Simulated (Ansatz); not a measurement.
**TiSi16: geometry relaxation**

- system: TiSi16 (defect cell, 17 atoms in the cell)
- method: DFT PBE-D3(BJ), scalar-relativistic, plane waves, PAW, PAW set soft_1, no spin polarisation (Ansatz 0.2.0)

It belongs to a series of runs on one base structure; here: start relaxed.

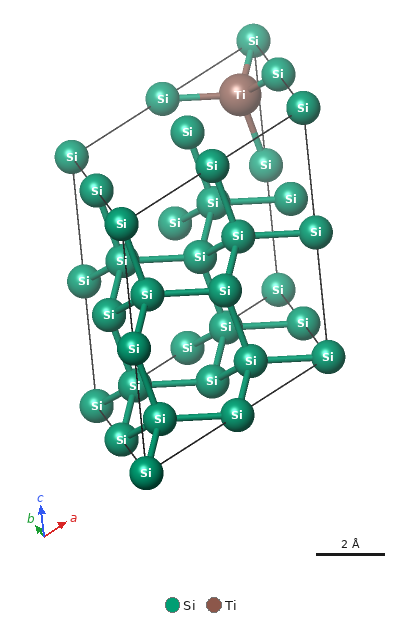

The input geometry (ball-and-stick view of the cell of the calculation, seen slightly off an axis). An atom can appear more than once, as a periodic image. Near neighbours in the periodic cell (some may lie outside the picture): Si has 4 Si at 2.35 Å and 1 Ti at 2.33 to 2.74 Å; Si has 4 Si at 2.35 Å; Ti has 10 Si at 2.33 to 2.74 Å.

**Key numbers**

- outcome: converged
- electrons treated: 76
- free energy: −12676.1156 eV
- Fermi energy: 7.585 eV
- final volume: 320.21 Å³
- largest force (length of the vector) at the end: 0.030 eV/Å
- hardware: 1 thread of Intel Xeon @ 2.50GHz (Skylake/Cascade Lake), 189 GiB of memory available, shared host
- wall time: 39 s
- peak memory: 0.58 GiB

**Notes**

The input asks for low accuracy. The k-point mesh is coarse for a cell of this size, so the results may not be converged.

**The input**
```yaml
accuracy: low
crystal:
  lattice:
    - [0.0, 5.43, 5.43]
    - [5.43, 0.0, 5.43]
    - [5.43, 5.43, 0.0]
  atoms:
    - { symbol: Si, position: [0.0, 0.0, 0.0] }
    - { symbol: Si, position: [0.125, 0.125, 0.125] }
    - { symbol: Si, position: [0.0, 0.0, 0.5] }
    - { symbol: Si, position: [0.125, 0.125, 0.625] }
    - { symbol: Si, position: [0.0, 0.5, 0.0] }
    - { symbol: Si, position: [0.125, 0.625, 0.125] }
    - { symbol: Si, position: [0.0, 0.5, 0.5] }
    - { symbol: Si, position: [0.125, 0.625, 0.625] }
    - { symbol: Si, position: [0.5, 0.0, 0.0] }
    - { symbol: Si, position: [0.625, 0.125, 0.125] }
    - { symbol: Si, position: [0.5, 0.0, 0.5] }
    - { symbol: Si, position: [0.625, 0.125, 0.625] }
    - { symbol: Si, position: [0.5, 0.5, 0.0] }
    - { symbol: Si, position: [0.625, 0.625, 0.125] }
    - { symbol: Si, position: [0.5, 0.5, 0.5] }
    - { symbol: Si, position: [0.625, 0.625, 0.625] }
    - { symbol: Ti, position: [0.8738977, 0.8709731, 0.8762139] }
basis:
  ecutwfc: 420.0
kpoints:
  mp_grid: { grid: [2, 2, 2] }
hamiltonian:
  xc: pbe
  dispersion: d3bj
  pseudopotentials: { kind: paw, azcp: { folder: soft_1 } }
scf:
  occupations: { method: fermi_dirac, width: 0.05 }
  lower_state_search: "off"
relax:
  f_tol: 0.08
  max_steps: 25
  adjacent_minimum: "off"
```

Launch command:
```bash
ansatz run input.yaml --threads 1 --pin off --max-ram 3072MiB --backend cpu --events-out ev --progress --plain --runs-dir out
```

**Output**
```
Engine: ansatz 0.2.0, x86_64-unknown-linux-gnu
Pseudopotentials: kind: paw
Pseudopotential: Si, paw, valence charge 4, recommended cutoff 420 eV (normal), [file]
Pseudopotential: Ti, paw, valence charge 12, recommended cutoff 420 eV (normal), [file]
Functional definition: PBE
  parameter kappa = 0.804
  parameter beta = 0.06672455060314922
  exchange = pbe_x(kappa = kappa, mu = beta*pi^2/3)
  correlation = pbe_c(beta = beta)
Crystal: 17 atoms, lattice volume = 320.206 Å³
Basis set: ecut = 420 eV, 6231 PW (Γ), exchange–correlation on 108×108×108 points (8 copies of the dense FFT grid, shifted against one another)
Bands: 55, of which v1, the nominal top of the filled ones, is band 38 counted from 1 (37 counted from 0)
Symmetry: 1 space group operations
Space group: P1 (ITA 1), of the structure as read, at distance tolerance 6.8e-5 Å
k-points: 8
Non-local potential: Si, projectors of the file, l = 0: 2, l = 1: 2, l = 2: 1
Non-local potential: Ti, projectors of the file, l = 0: 3, l = 1: 2, l = 2: 3, l = 3: 1
PAW form: soft (Blöchl's): semilocal exchange-correlation on the pseudo side does not see the compensation charge
PAW one-centre angular grid: Si, 110 points (default); XC on 64 Gauss nodes
PAW one-centre angular grid: Ti, 590 points (default); XC on 64 Gauss nodes
Initial density: superposition of atomic densities (chi_scale 0.1, normalization cell, long waves kept (reshape's long-wave potential 0.02 eV rms))
Initial wavefunctions: pseudopotential atomic-orbital guess
Functional: x = pbe(κ = 0.804, μ = 0.2195149727645171), c = pbe(β = 0.06672455060314922)
SCF iter   1: F=—  HF=-12683.344280 eV  |F-HF|=—  |Δ(HF+E_count)|=         —  Δρ=9.91e-2  dr2=8.60e1  ethr=3.10e-3  ⟨swp⟩=7.6  Hψ=2307  notcnv=0  defer=25
preconditioner: auto → Kerker (q_TF=auto, 2.147 Å⁻¹)  [metal: Δε(μ)=0.017 eV  Ē_g=7.608 eV  σ=0.050 eV  W_gap=0.08  n_scr=58 (ndim 8)  ℏωp=17.1 eV  f_vac=0.000  D(μ)=16.31/eV (n_scr^D=168)]
SCF iter   2: F=—  HF=-12678.148102 eV  |F-HF|=—  |Δ(HF+E_count)|=    5.20e0  Δρ=4.75e-2  dr2=2.26e1  ethr=3.10e-3  ⟨swp⟩=4.6  Hψ=1013  notcnv=0  defer=46
SCF iter   3: F=—  HF=-12675.768611 eV  |F-HF|=—  |Δ(HF+E_count)|=    2.38e0  Δρ=7.41e-3  dr2=4.29e-1  ethr=3.10e-3  ⟨swp⟩=3.9  Hψ=883  notcnv=0  defer=46
SCF iter   4: F=—  HF=-12675.741376 eV  |F-HF|=—  |Δ(HF+E_count)|=   2.72e-2  Δρ=2.23e-3  dr2=2.75e-2  ethr=5.64e-4  ⟨swp⟩=3.5  Hψ=611  notcnv=0  defer=31
SCF iter   5: F=—  HF=-12675.751359 eV  |F-HF|=—  |Δ(HF+E_count)|=   9.98e-3  Δρ=6.19e-4  dr2=2.15e-3  ethr=3.62e-5  ⟨swp⟩=2.5  Hψ=802  notcnv=0  defer=31
SCF iter   6: F=—  HF=-12675.752490 eV  |F-HF|=—  |Δ(HF+E_count)|=   1.13e-3  Δρ=1.66e-4  dr2=1.42e-4  ethr=2.82e-6  ⟨swp⟩=2.0  Hψ=650  notcnv=0  defer=31
SCF iter   7: F=-12675.752526 eV  HF=-12675.752532 eV  |F-HF|=5.29e-6  |Δ(HF+E_count)|=   4.15e-5  Δρ=5.66e-5  dr2=1.42e-5  ethr=1.32e-7  ⟨swp⟩=3.0  Hψ=1733  notcnv=0
SCF 1 converged in 7 iterations: F = -12675.752526 eV  dr2 = 1.42e-5
  greatest PAW one-centre occupation: 0.998 electrons in one spin orbital (limit 2), on the Ti atom at site 16 (counted from 0), in its partial waves of l = 0
relax step   1: F+E_penalty+E_count = -12675.75252643 eV  Δ(F+E_penalty+E_count) = +0.000e0 eV  max|allowed force component| = 1.125e0 eV/Å  Δτ_max = 0.0000 Å  (7 SCF iters, dr2 threshold 1.00e-4 eV, accepted)
Initial density: handed on by an earlier stage of this run
Initial wavefunctions: those handed on with the density
iter 1 solved again at ethr=1.06e-3 eV; its pass at ethr=3.10e-3 eV (dr2=8.03e-1 eV) is discarded
SCF iter   1: F=—  HF=-12676.173864 eV  |F-HF|=—  |Δ(HF+E_count)|=         —  Δρ=8.73e-3  dr2=8.07e-1  ethr=1.06e-3  ⟨swp⟩=1.0  Hψ=1606  notcnv=0  defer=27
preconditioner: auto → Kerker (q_TF=auto, 2.147 Å⁻¹)  [metal: Δε(μ)=0.087 eV  Ē_g=7.618 eV  σ=0.050 eV  W_gap=0.41  n_scr=58 (ndim 8)  ℏωp=17.1 eV  f_vac=0.000  D(μ)=11.78/eV (n_scr^D=88)]
SCF iter   2: F=—  HF=-12676.114937 eV  |F-HF|=—  |Δ(HF+E_count)|=   5.89e-2  Δρ=4.20e-3  dr2=2.12e-1  ethr=1.06e-3  ⟨swp⟩=2.0  Hψ=471  notcnv=0  defer=27
SCF iter   3: F=—  HF=-12676.093808 eV  |F-HF|=—  |Δ(HF+E_count)|=   2.11e-2  Δρ=5.96e-4  dr2=1.75e-3  ethr=2.79e-4  ⟨swp⟩=3.0  Hψ=595  notcnv=0  defer=27
SCF iter   4: F=—  HF=-12676.094130 eV  |F-HF|=—  |Δ(HF+E_count)|=   3.22e-4  Δρ=1.84e-4  dr2=2.22e-4  ethr=2.30e-6  ⟨swp⟩=2.4  Hψ=778  notcnv=0  defer=27
iter 5 did not close the SCF: its close was put off for the readings that it lacked (scf_convergence_deferred on its scf_iter line)
SCF iter   5: F=-12676.094111 eV  HF=-12676.094115 eV  |F-HF|=4.49e-6  |Δ(HF+E_count)|=   1.45e-5  Δρ=4.24e-5  dr2=1.80e-5  ethr=2.91e-7  ⟨swp⟩=2.5  Hψ=610  notcnv=0  defer=27
SCF iter   6: F=-12676.094116 eV  HF=-12676.094117 eV  |F-HF|=1.25e-6  |Δ(HF+E_count)|=   1.48e-6  Δρ=1.67e-5  dr2=2.82e-6  ethr=2.36e-8  ⟨swp⟩=2.0  Hψ=1370  notcnv=0
SCF 2 converged in 6 iterations: F = -12676.094116 eV  dr2 = 2.82e-6
  greatest PAW one-centre occupation: 0.999 electrons in one spin orbital (limit 2), on the Ti atom at site 16 (counted from 0), in its partial waves of l = 0
relax step   2: F+E_penalty+E_count = -12676.09411552 eV  Δ(F+E_penalty+E_count) = -3.416e-1 eV  max|allowed force component| = 3.020e-1 eV/Å  Δτ_max = 0.0562 Å  (6 SCF iters, dr2 threshold 7.91e-5 eV, accepted)
SCF iter   1: F=—  HF=-12676.123738 eV  |F-HF|=—  |Δ(HF+E_count)|=         —  Δρ=2.99e-3  dr2=9.59e-2  ethr=1.03e-3  ⟨swp⟩=3.6  Hψ=785  notcnv=0  defer=27
preconditioner: auto → Kerker (q_TF=auto, 2.147 Å⁻¹)  [metal: Δε(μ)=0.076 eV  Ē_g=7.593 eV  σ=0.050 eV  W_gap=0.36  n_scr=58 (ndim 8)  ℏωp=17.1 eV  f_vac=0.000  D(μ)=12.45/eV (n_scr^D=112)]
SCF iter   2: F=—  HF=-12676.118416 eV  |F-HF|=—  |Δ(HF+E_count)|=   5.32e-3  Δρ=1.47e-3  dr2=2.71e-2  ethr=1.26e-4  ⟨swp⟩=1.9  Hψ=532  notcnv=0  defer=27
SCF iter   3: F=—  HF=-12676.115606 eV  |F-HF|=—  |Δ(HF+E_count)|=   2.81e-3  Δρ=1.50e-4  dr2=1.16e-4  ethr=3.56e-5  ⟨swp⟩=2.0  Hψ=426  notcnv=0  defer=27
SCF iter   4: F=—  HF=-12676.115673 eV  |F-HF|=—  |Δ(HF+E_count)|=   6.65e-5  Δρ=3.94e-5  dr2=7.51e-6  ethr=1.52e-7  ⟨swp⟩=3.4  Hψ=793  notcnv=0  defer=27
SCF iter   5: F=—  HF=-12676.115580 eV  |F-HF|=—  |Δ(HF+E_count)|=   9.26e-5  Δρ=1.13e-5  dr2=2.38e-6  ethr=9.88e-9  ⟨swp⟩=2.4  Hψ=707  notcnv=0  defer=27
SCF iter   6: F=—  HF=-12676.115580 eV  |F-HF|=—  |Δ(HF+E_count)|=   1.22e-7  Δρ=4.05e-6  dr2=2.70e-7  ethr=3.13e-9  ⟨swp⟩=1.5  Hψ=469  notcnv=0  defer=27
SCF iter   7: F=-12676.115580 eV  HF=-12676.115580 eV  |F-HF|=3.41e-9  |Δ(HF+E_count)|=   1.05e-9  Δρ=1.47e-6  dr2=5.84e-9  ethr=1.32e-10  ⟨swp⟩=5.0  Hψ=1385  notcnv=0
SCF 3 converged in 7 iterations: F = -12676.115580 eV  dr2 = 5.84e-9
relax step   3: F+E_penalty+E_count = -12676.11557999 eV  Δ(F+E_penalty+E_count) = -2.146e-2 eV  max|allowed force component| = 2.258e-2 eV/Å  Δτ_max = 0.0212 Å  (7 SCF iters, accepted)
```

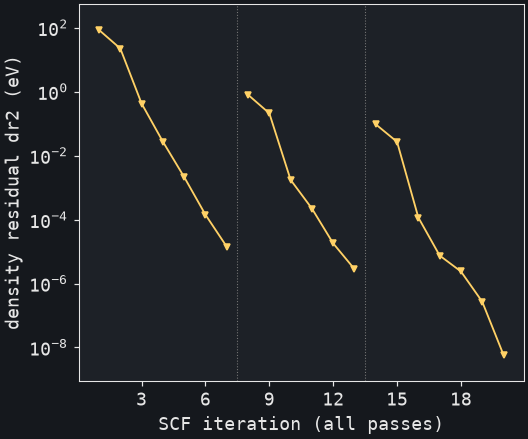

Convergence of the self-consistent field: density residual dr2 against the SCF iteration. The dotted lines part the SCF passes of the relaxation: geometry steps, rejected trials and re-solves on a re-selected basis. The passes take 7, 6 and 7 iterations.

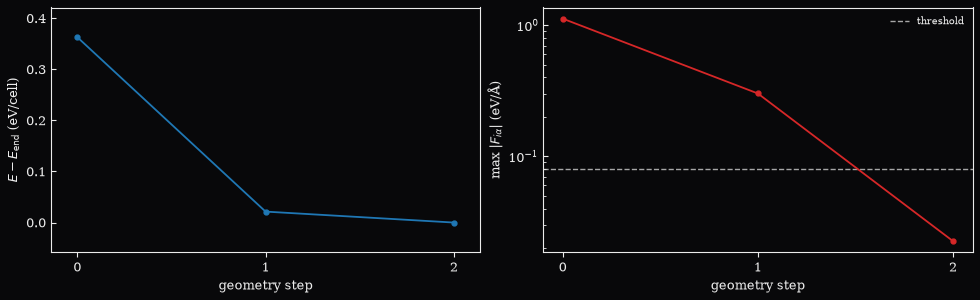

Progress of the relaxation, step by step (the first geometry is step 0 here and step 1 in the log).

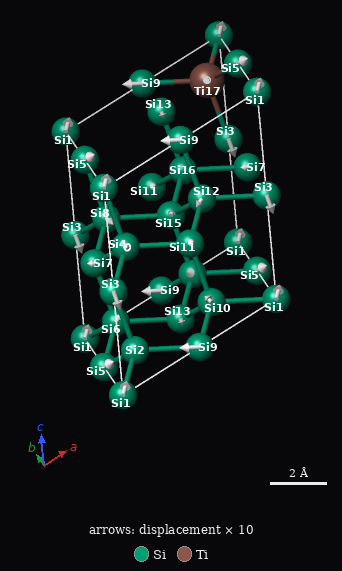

The starting structure with the displacements as white arrows, magnified 10 times (ball-and-stick view of the cell of the calculation, seen slightly off an axis). The largest moves, 0.075 Å, are those of Si1, Si3, Si5 and Si9. Largest moves by element: Si 0.075 Å, Ti 0.030 Å. The cell doesn't change. Distances before and after: Si5–Ti17 2.326 → 2.425 Å, Si9–Ti17 2.345 → 2.426 Å, Si1–Si2 2.351 → 2.276 Å, Si3–Ti17 2.359 → 2.427 Å. Among the angles that change: Si7–Si8–Si15 109.5° → 112.2°. The energy falls by 0.363 eV per cell of the calculation in 2 geometry steps. Largest force component: 1.1 eV/Å at the start, 0.023 eV/Å at the end. (Atoms are counted from 1 in the order of the input.)

```
SCF converged after 7 iterations
Free energy (F): -12676.115580 eV
Harris-Foulkes:  -12676.115580 eV  (|F-HF|=3.41e-9)
Internal energy: -12676.018041 eV  (E = F + TS)
E sigma→0 (E₀):  -12676.066811 eV
Entropy (-TS):   -0.097539 eV (-5.738 meV/atom)
Fermi energy:    7.584812 eV
--- Per-component energies (eV) ---
  E_band       = -107.215966
  E_kinetic    = 946.382510
  E_local      = -2116.973841  (includes V_loc(G=0)·N_el)
  E_nonlocal   = 427.033540
  E_hartree    = 876.540198
  E_xc         = -1023.395512
  E_vxc        = -915.006579  (∫ρ·V_xc dr)
  E_paw        = -9229.343302  (= ΣΔE_a)
  E_vpaw       = -201.730974  (= ΣTr[D̂ρ^β])
  E_aug_tail   = 0.000518  (compensation charges beyond the density's cutoff)
  E_ewald      = -2550.423014
  E_disp       = -5.839138  (pairwise vdW)
  E_smearing   = -0.097539  (= −TS)
  E_closure    = -0.000000  (closes the sum)
  Σ components = -12676.115580   (vs F -12676.115580, Δ=0.00e0)
--- Forces (eV/Å), atoms counted from 1 ---
  atom   1  Si    -0.01649953    -0.01221036    -0.01984121
  atom   2  Si    -0.00033383     0.00023864    -0.00046251
  atom   3  Si     0.01115899     0.01551842    -0.02258354
  atom   4  Si    -0.00007039    -0.00241490     0.01171282
  atom   5  Si     0.01485725    -0.01863906     0.01138122
  atom   6  Si    -0.00482617     0.00215797    -0.00302486
  atom   7  Si    -0.00273922     0.00351773     0.00494600
  atom   8  Si     0.00153022     0.00459931    -0.00075656
  atom   9  Si    -0.02118530     0.01746412     0.00961765
  atom  10  Si     0.00740175    -0.00444467    -0.00029754
  atom  11  Si     0.00308276    -0.00232718     0.00369855
  atom  12  Si     0.00422155    -0.00321047     0.00196782
  atom  13  Si     0.00529352     0.00447805    -0.00302665
  atom  14  Si    -0.00052687     0.00256761     0.00465383
  atom  15  Si    -0.00479543    -0.00564523    -0.00411802
  atom  16  Si    -0.00052011    -0.00008534    -0.00091809
  atom  17  Ti     0.00393962    -0.00155647     0.00702782
  max |Σ_I F_I| component: 2.33e-5 eV/Å
--- Relaxed structure (3 steps of the walk, 3 accepted, 0 SCFs on fresh bases) ---
  F+E_penalty+E_count = -12676.11557999 eV   max|allowed force component| = 2.258e-2 eV/Å
  atoms:
    - { symbol: Si, position: [0.003997135883917522, 0.003886931759305796, 0.004104512428562604] }
    - { symbol: Si, position: [0.12498034184696596, 0.12509130153554746, 0.12495358867219472] }
    - { symbol: Si, position: [0.003969797412253352, 0.0038945864430441467, 0.48796309982081326] }
    - { symbol: Si, position: [0.1284302199143821, 0.12808441926656391, 0.621736038927563] }
    - { symbol: Si, position: [0.003956574640914062, 0.4880187995039339, 0.003982339983471889] }
    - { symbol: Si, position: [0.12840950839156376, 0.621494531622868, 0.1286616955043522] }
    - { symbol: Si, position: [-0.004459769572589534, 0.5010608056412592, 0.5015885300169424] }
    - { symbol: Si, position: [0.12837118016921817, 0.6214030655884961, 0.621330127550556] }
    - { symbol: Si, position: [0.4879601635363745, 0.003914473050345563, 0.004015156101625311] }
    - { symbol: Si, position: [0.6216150728451828, 0.12808667616309855, 0.12868486065533224] }
    - { symbol: Si, position: [0.5013680719099409, -0.0048120364544357586, 0.5016012245033834] }
    - { symbol: Si, position: [0.6214999573926974, 0.128071760069498, 0.621485324472703] }
    - { symbol: Si, position: [0.5013637373833192, 0.501068921014033, -0.004206160333484199] }
    - { symbol: Si, position: [0.6212647025769718, 0.6213230780016357, 0.12857017188631592] }
    - { symbol: Si, position: [0.5013418265438029, 0.5010657122028971, 0.50153013414282] }
    - { symbol: Si, position: [0.6248961079930354, 0.6245459445328801, 0.6251470825200448] }
    - { symbol: Ti, position: [0.8749330711320509, 0.8747741300590295, 0.8750661731468036] }
```

**Trajectory as extended XYZ (Å, eV, eV/Å), 3 frames, from step=1 to step=3**
```
17
Lattice="0.0000 5.4300 5.4300 5.4300 0.0000 5.4300 5.4300 5.4300 0.0000" Properties=species:S:1:pos:R:3:forces:R:3 step=1 energy=-12675.75253
Si    0.0000    0.0000    0.0000    0.8605   0.8566   0.8642
Si    1.3575    1.3575    1.3575   -0.0011  -0.0015  -0.0026
Si    2.7150    2.7150    0.0000   -0.9360  -0.9408   0.9504
Si    4.0725    4.0725    1.3575   -0.0038   0.0097   0.5859
Si    2.7150    0.0000    2.7150   -1.1176   1.1247  -1.1117
Si    4.0725    1.3575    4.0725    0.0149   0.6574   0.0042
Si    5.4300    2.7150    2.7150    0.2378  -0.2407  -0.2443
Si    6.7875    4.0725    4.0725   -0.6972  -0.0180  -0.0048
Si    0.0000    2.7150    2.7150    1.0250  -1.0190  -1.0083
Si    1.3575    4.0725    4.0725    0.6166   0.0178  -0.0065
Si    2.7150    5.4300    2.7150   -0.2382   0.2358  -0.2399
Si    4.0725    6.7875    4.0725   -0.0209  -0.6544  -0.0155
Si    2.7150    2.7150    5.4300   -0.2465  -0.2445   0.2392
Si    4.0725    4.0725    6.7875   -0.0021  -0.0099  -0.7327
Si    5.4300    5.4300    5.4300    0.2465   0.2488   0.2439
Si    6.7875    6.7875    6.7875    0.0027   0.0005   0.0050
Ti    9.4872    9.5031    9.4746    0.2595  -0.0224   0.4728
17
Lattice="0.0000 5.4300 5.4300 5.4300 0.0000 5.4300 5.4300 5.4300 0.0000" Properties=species:S:1:pos:R:3:forces:R:3 step=2 energy=-12676.09412
Si    0.0325    0.0324    0.0324    0.2128   0.2208   0.2062
Si    1.3581    1.3571    1.3584    0.0049  -0.0004   0.0090
Si    2.6829    2.6827    0.0323   -0.2477  -0.2403   0.2265
Si    4.0718    4.0737    1.3847    0.0009  -0.0022   0.1426
Si    2.6838    0.0314    2.6842   -0.2968   0.2902  -0.3020
Si    4.0741    1.3881    4.0726   -0.0020   0.1477   0.0007
Si    5.4461    2.6976    2.6945   -0.0318   0.0337   0.0367
Si    6.7557    4.0704    4.0716   -0.1519   0.0030   0.0029
Si    0.0321    2.6830    2.6836    0.2532  -0.2604  -0.2731
Si    1.3863    4.0747    4.0713    0.1441  -0.0038   0.0021
Si    2.6962    5.4474    2.6948    0.0321  -0.0303   0.0335
Si    4.0698    6.7571    4.0703    0.0047  -0.1466   0.0043
Si    2.6956    2.6973    5.4453    0.0380   0.0364  -0.0329
Si    4.0721    4.0713    6.7550    0.0017   0.0014  -0.1573
Si    5.4468    5.4483    5.4457   -0.0379  -0.0395  -0.0363
Si    6.7866    6.7877    6.7858   -0.0028  -0.0001  -0.0053
Ti    9.4970    9.5029    9.4924    0.0784  -0.0098   0.1427
17
Lattice="0.0000 5.4300 5.4300 5.4300 0.0000 5.4300 5.4300 5.4300 0.0000" Properties=species:S:1:pos:R:3:forces:R:3 step=3 energy=-12676.11558
Si    0.0434    0.0440    0.0428   -0.0165  -0.0122  -0.0198
Si    1.3577    1.3571    1.3579   -0.0003   0.0002  -0.0005
Si    2.6708    2.6712    0.0427    0.0112   0.0155  -0.0226
Si    4.0715    4.0734    1.3929   -0.0001  -0.0024   0.0117
Si    2.6716    0.0431    2.6714    0.0149  -0.0186   0.0114
Si    4.0733    1.3959    4.0720   -0.0048   0.0022  -0.0030
Si    5.4444    2.6994    2.6965   -0.0027   0.0035   0.0049
Si    6.7480    4.0709    4.0713    0.0015   0.0046  -0.0008
Si    0.0431    2.6714    2.6709   -0.0212   0.0175   0.0096
Si    1.3943    4.0741    4.0709    0.0074  -0.0044  -0.0003
Si    2.6976    5.4461    2.6963    0.0031  -0.0023   0.0037
Si    4.0701    6.7494    4.0702    0.0042  -0.0032   0.0020
Si    2.6980    2.6996    5.4432    0.0053   0.0045  -0.0030
Si    4.0719    4.0716    6.7473   -0.0005   0.0026   0.0047
Si    5.4441    5.4456    5.4431   -0.0048  -0.0056  -0.0041
Si    6.7858    6.7877    6.7845   -0.0005  -0.0001  -0.0009
Ti    9.5016    9.5025    9.5009    0.0039  -0.0016   0.0070
```
